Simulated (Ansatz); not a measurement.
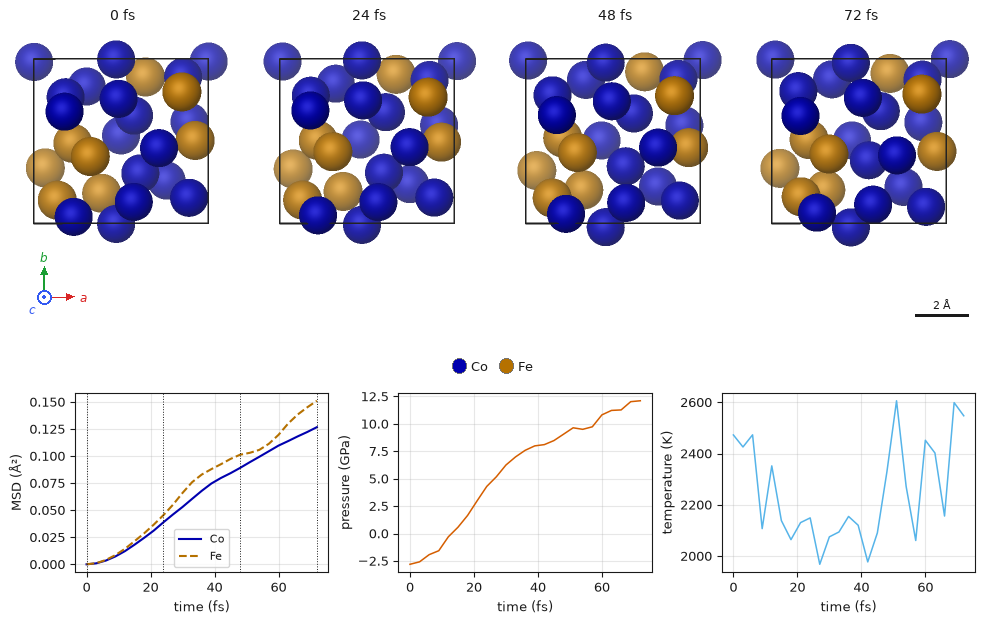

A Born-Oppenheimer molecular dynamics run of an amorphous cell of composition FeCo2 (24 atoms in the cell), 72 fs long. Frames and the history of the run. The picture is a spheres-only view of the simulation cell, seen along the c axis.

Computed with Ansatz, DFT PBE, scalar-relativistic, plane waves, PAW. Set-up: plane-wave cutoff 320 eV; k-point mesh 1 × 1 × 1; Fermi-Dirac smearing 0.222 eV; set temperature 2580 K; time step 3 fs.

Input
```yaml
crystal:
  lattice:
    - [6.685024, 0.006599, -0.19647]
    - [0.006599, 6.29341, 0.020057]
    - [-0.19647, 0.020057, 6.445154]
  atoms:
    - { symbol: Co, position: [0.499719178, 0.5342444979, 0.1599145767] }
    - { symbol: Co, position: [0.6101071164, 0.3033768012, 0.5505858541] }
    - { symbol: Co, position: [0.7606252171, 0.259353689, 0.2294390712] }
    - { symbol: Co, position: [0.8554714712, 0.8891728657, 0.5004758415] }
    - { symbol: Co, position: [0.3024777106, 0.8321564018, 0.302298476] }
    - { symbol: Co, position: [0.4856457868, 0.7565361006, 0.8598963196] }
    - { symbol: Co, position: [0.5726404573, 0.1296363415, 0.9090186714] }
    - { symbol: Co, position: [0.8895413074, 0.1542460117, 0.7653696108] }
    - { symbol: Co, position: [0.5740650016, 0.6543887303, 0.5116381949] }
    - { symbol: Co, position: [0.0018660828, 0.9822039377, 0.171059278] }
    - { symbol: Co, position: [0.2282615866, 0.0400154109, 0.8871209531] }
    - { symbol: Co, position: [0.1759203055, 0.6793881573, 0.00426833] }
    - { symbol: Co, position: [0.7173860741, 0.456261169, 0.8965169951] }
    - { symbol: Co, position: [0.4716799964, 0.9962848494, 0.577204577] }
    - { symbol: Co, position: [0.8919375972, 0.61674843, 0.2280428174] }
    - { symbol: Co, position: [0.1821423201, 0.7670852599, 0.6398522104] }
    - { symbol: Fe, position: [0.6401268166, 0.8889796745, 0.1940256113] }
    - { symbol: Fe, position: [0.3234213879, 0.4064672816, 0.767615945] }
    - { symbol: Fe, position: [0.9244139322, 0.5027787555, 0.5999936233] }
    - { symbol: Fe, position: [0.065680169, 0.3377520545, 0.0452080195] }
    - { symbol: Fe, position: [0.1343013114, 0.1414885519, 0.5083978748] }
    - { symbol: Fe, position: [0.2238646286, 0.4868177371, 0.3850654513] }
    - { symbol: Fe, position: [0.8481967549, 0.7977952401, 0.8709173952] }
    - { symbol: Fe, position: [0.3887743262, 0.1829897442, 0.2271780694] }
  symmetry: { detect: false }
basis:
  ecutwfc: 320
  xc_grid: 1
kpoints:
  mp_grid: { grid: [1, 1, 1], shift: [0.25, 0.25, 0.25] }
hamiltonian:
  xc: pbe
scf:
  occupations: { method: fermi_dirac, width: 0.2223 }
  lower_state_search: "off"
  convergence: { dr2_threshold: 1.0e-05 }
output:
  forces: true
  stress: true
md:
  timestep: 3.0
  n_steps: 24
  ensemble: nvt_langevin
  friction: 0.03
  temperature: 2580.0
  initial_velocities: maxwell_boltzmann
  seed: 89960
```

Command:
```bash
ansatz run input.yaml --threads 2 --pin off --max-ram 5120MiB --backend cpu --events-out ev --progress --plain --runs-dir out
```

Describe the run.

Answer. Root-mean-square distances from the starting positions over the second half, with the common drift of all atoms taken out: Fe 0.34 Å, Co 0.31 Å. The run lasts only 72 fs, too short to tell vibration from diffusion. Over the second half the temperature averages 2290 K (spread ±207 K). The potential energy is still drifting at the end, so the run hasn't reached equilibrium. The potential energy in the second half lies on average 279 meV per atom above the first frame. The mean pressure there is 9.8 GPa.

Limits of the set-up: the k-point mesh is coarse for a cell with partly filled bands; the cutoff lies below the recommended one; the periodic images lie only 6.3 Å apart, so the values are limited by the cell's size.

Cost: 5.3 min on 2 threads of AMD EPYC (Zen 3) (shared host), peak memory 0.6 GiB.
